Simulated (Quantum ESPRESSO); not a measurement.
**Fields calculation of KCl (part 2 of 2)**

KCl (2 atoms in the cell); Kohn-Sham DFT of a periodic cell, RPBE with D3, GBRV 1.5 LDA, no spin polarisation (Quantum ESPRESSO 7.5); cutoff 612.26 eV, 7×7×7 k-mesh, Gaussian smearing of 0.1 eV. The structure derives from an entry of the Crystallography Open Database.

Geometry of the input (Å; fractional positions):
```
0.0000  3.1561  3.1561
3.1561  0.0000  3.1561
3.1561  3.1561  0.0000
K  0.0068  0.9936  0.9946
Cl 0.4932  0.5064  0.5054
```

Output, continued:
```
     iteration #  5     ecut=    45.00 Ry     beta= 0.50
     CG style diagonalization
     c_bands:  1 eigenvalues not converged
     c_bands:  1 eigenvalues not converged
     c_bands:  1 eigenvalues not converged
     c_bands:  1 eigenvalues not converged
     c_bands:  1 eigenvalues not converged
     c_bands:  1 eigenvalues not converged
     c_bands:  1 eigenvalues not converged
     ethr =  1.77E-05,  avg # of iterations =  4.5

     negative rho (up, down):  1.368E-02 0.000E+00

     total energy              =     -90.99648611 Ry
     estimated scf accuracy    <       0.00001097 Ry

     iteration #  6     ecut=    45.00 Ry     beta= 0.50
     CG style diagonalization
     c_bands:  1 eigenvalues not converged
     c_bands:  1 eigenvalues not converged
     c_bands:  1 eigenvalues not converged
     c_bands:  1 eigenvalues not converged
     c_bands:  1 eigenvalues not converged
     c_bands:  1 eigenvalues not converged
     c_bands:  1 eigenvalues not converged
     c_bands:  1 eigenvalues not converged
     c_bands:  1 eigenvalues not converged
     c_bands:  1 eigenvalues not converged
     c_bands:  1 eigenvalues not converged
     c_bands:  1 eigenvalues not converged
     c_bands:  1 eigenvalues not converged
     c_bands:  1 eigenvalues not converged
     c_bands:  1 eigenvalues not converged
     c_bands:  1 eigenvalues not converged
     ethr =  6.85E-08,  avg # of iterations =  7.1

     negative rho (up, down):  1.361E-02 0.000E+00

     total energy              =     -90.99655243 Ry
     estimated scf accuracy    <       0.00006501 Ry

     iteration #  7     ecut=    45.00 Ry     beta= 0.50
     CG style diagonalization
     c_bands:  1 eigenvalues not converged
     c_bands:  1 eigenvalues not converged
     c_bands:  1 eigenvalues not converged
     c_bands:  1 eigenvalues not converged
     c_bands:  1 eigenvalues not converged
     c_bands:  1 eigenvalues not converged
     ethr =  6.85E-08,  avg # of iterations =  4.8

     negative rho (up, down):  1.353E-02 0.000E+00

     total energy              =     -90.99655845 Ry
     estimated scf accuracy    <       0.00001455 Ry

     iteration #  8     ecut=    45.00 Ry     beta= 0.50
     CG style diagonalization
     c_bands:  1 eigenvalues not converged
     ethr =  6.85E-08,  avg # of iterations =  4.0

     negative rho (up, down):  1.351E-02 0.000E+00

     total energy              =     -90.99656425 Ry
     estimated scf accuracy    <       0.00000306 Ry

     iteration #  9     ecut=    45.00 Ry     beta= 0.50
     CG style diagonalization
     c_bands:  1 eigenvalues not converged
     c_bands:  1 eigenvalues not converged
     c_bands:  1 eigenvalues not converged
     ethr =  1.91E-08,  avg # of iterations =  3.8

     negative rho (up, down):  1.351E-02 0.000E+00

     total energy              =     -90.99656646 Ry
     estimated scf accuracy    <       0.00000007 Ry

     iteration # 10     ecut=    45.00 Ry     beta= 0.50
     CG style diagonalization
     ethr =  4.38E-10,  avg # of iterations =  5.7

     negative rho (up, down):  1.351E-02 0.000E+00

     total energy              =     -90.99656705 Ry
     estimated scf accuracy    <       0.00000005 Ry

     iteration # 11     ecut=    45.00 Ry     beta= 0.50
     CG style diagonalization
     c_bands:  1 eigenvalues not converged
     ethr =  2.93E-10,  avg # of iterations =  3.9

     negative rho (up, down):  1.350E-02 0.000E+00

     total energy              =     -90.99656711 Ry
     estimated scf accuracy    <       0.00000002 Ry

     iteration # 12     ecut=    45.00 Ry     beta= 0.50
     CG style diagonalization
     ethr =  1.26E-10,  avg # of iterations =  3.9

     negative rho (up, down):  1.350E-02 0.000E+00

     total energy              =     -90.99656712 Ry
     estimated scf accuracy    <          2.9E-09 Ry

     iteration # 13     ecut=    45.00 Ry     beta= 0.50
     CG style diagonalization
     ethr =  1.79E-11,  avg # of iterations =  4.9

     negative rho (up, down):  1.350E-02 0.000E+00

     total energy              =     -90.99656713 Ry
     estimated scf accuracy    <          2.2E-09 Ry

     iteration # 14     ecut=    45.00 Ry     beta= 0.50
     CG style diagonalization
     ethr =  1.37E-11,  avg # of iterations =  3.8

     negative rho (up, down):  1.350E-02 0.000E+00

     total energy              =     -90.99656713 Ry
     estimated scf accuracy    <          6.7E-10 Ry

     iteration # 15     ecut=    45.00 Ry     beta= 0.50
     CG style diagonalization
     ethr =  4.21E-12,  avg # of iterations =  4.3
```

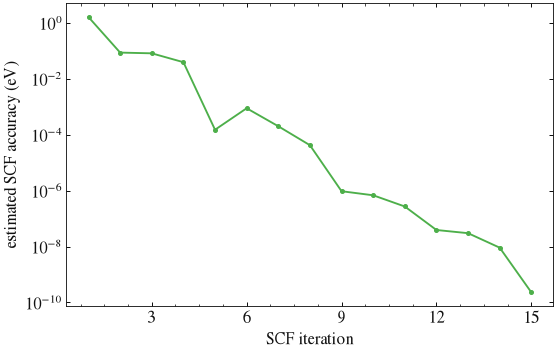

**Figure 1.** Convergence of the self-consistent field: estimated SCF accuracy against the iteration. The field takes 15 iterations in all.

```
     negative rho (up, down):  1.350E-02 0.000E+00

     End of self-consistent calculation

     Number of k-points >= 100: set verbosity='high' to print the bands.

     the Fermi energy is     3.5546 ev

!    total energy              =     -90.99656713 Ry
     estimated scf accuracy    <          1.7E-11 Ry
     smearing contrib. (-TS)   =      -0.00000000 Ry
     internal energy E=F+TS    =     -90.99656713 Ry

     The total energy is F=E-TS. E is the sum of the following terms:
     one-electron contribution =     -31.00761370 Ry
     hartree contribution      =      20.39608847 Ry
     xc contribution           =     -18.87101680 Ry
     ewald contribution        =     -61.46634317 Ry
     DFT-D3 Dispersion         =      -0.04768193 Ry

     convergence has been achieved in  15 iterations

     negative rho (up, down):  1.350E-02 0.000E+00

     Forces acting on atoms (cartesian axes, Ry/au):

     atom    1 type  1   force =     0.00470750   -0.00055107   -0.00016626
     atom    2 type  2   force =    -0.00470750    0.00055107    0.00016626

     Total force =     0.006707     Total SCF correction =     0.000006

     Computing stress (Cartesian axis) and pressure

     negative rho (up, down):  1.350E-02 0.000E+00
          total   stress  (Ry/bohr**3)                   (kbar)     P=       17.82
   0.00012634   0.00000036   0.00000011           18.59        0.05        0.02
   0.00000036   0.00011858  -0.00000001            0.05       17.44       -0.00
   0.00000011  -0.00000001   0.00011848            0.02       -0.00       17.43

=------------------------------------------------------------------------------=
   JOB DONE.
=------------------------------------------------------------------------------=
```

File pp_density.out:
```
This program is part of the open-source Quantum ESPRESSO suite
     for quantum simulation of materials; please cite
         "P. Giannozzi et al., J. Phys.:Condens. Matter 21 395502 (2009);
         "P. Giannozzi et al., J. Phys.:Condens. Matter 29 465901 (2017);
         "P. Giannozzi et al., J. Chem. Phys. 152 154105 (2020);
          URL
     in publications or presentations arising from this work. More details at

     ./tmp/pwscf.save/

     IMPORTANT: XC functional enforced from input :
     Exchange-correlation= RPBE
                           (   1   4  44   4   0   0   0)
     Any further DFT definition will be discarded
     Please, verify this is what you really want

     G-vector sticks info
     --------------------
     sticks:   dense  smooth     PW     G-vecs:    dense   smooth      PW
     Sum        1765     877    265                48869    17261    2837

     Using Slab Decomposition

     negative rho (up, down):  1.350E-02 0.000E+00

     Calling punch_plot, plot_num =   0
     Writing data to file  density.dat
     Reading data from file  density.dat

     Writing data to be plotted to file density.cube
     Plot Type: 3D                     Output format: Gaussian cube

=------------------------------------------------------------------------------=
   JOB DONE.
=------------------------------------------------------------------------------=
```

File pp_potential_ks.out:
```
This program is part of the open-source Quantum ESPRESSO suite
     for quantum simulation of materials; please cite
         "P. Giannozzi et al., J. Phys.:Condens. Matter 21 395502 (2009);
         "P. Giannozzi et al., J. Phys.:Condens. Matter 29 465901 (2017);
         "P. Giannozzi et al., J. Chem. Phys. 152 154105 (2020);
          URL
     in publications or presentations arising from this work. More details at

     ./tmp/pwscf.save/

     IMPORTANT: XC functional enforced from input :
     Exchange-correlation= RPBE
                           (   1   4  44   4   0   0   0)
     Any further DFT definition will be discarded
     Please, verify this is what you really want

     G-vector sticks info
     --------------------
     sticks:   dense  smooth     PW     G-vecs:    dense   smooth      PW
     Sum        1765     877    265                48869    17261    2837

     Using Slab Decomposition

     negative rho (up, down):  1.350E-02 0.000E+00

     Calling punch_plot, plot_num =   1
     Writing data to file  potential_ks.dat
     Reading data from file  potential_ks.dat

     Writing data to be plotted to file potential_ks.cube
     Plot Type: 3D                     Output format: Gaussian cube

=------------------------------------------------------------------------------=
   JOB DONE.
=------------------------------------------------------------------------------=
```

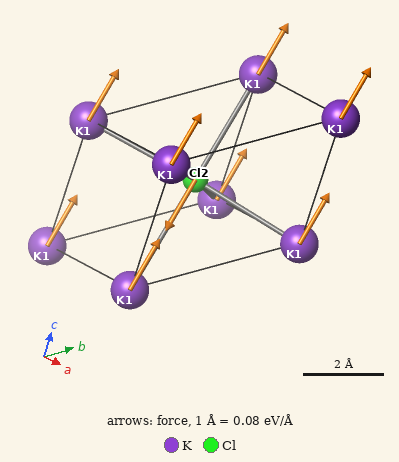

**Figure 2.** Forces on the atoms as orange arrows (ball-and-stick view of the cell of the calculation, seen slightly off an axis; atoms are numbered from 1 in the order of the input). The largest act on K1 (0.12 eV/Å); Cl2 (0.12 eV/Å). The geometry is not a stationary point of this energy.
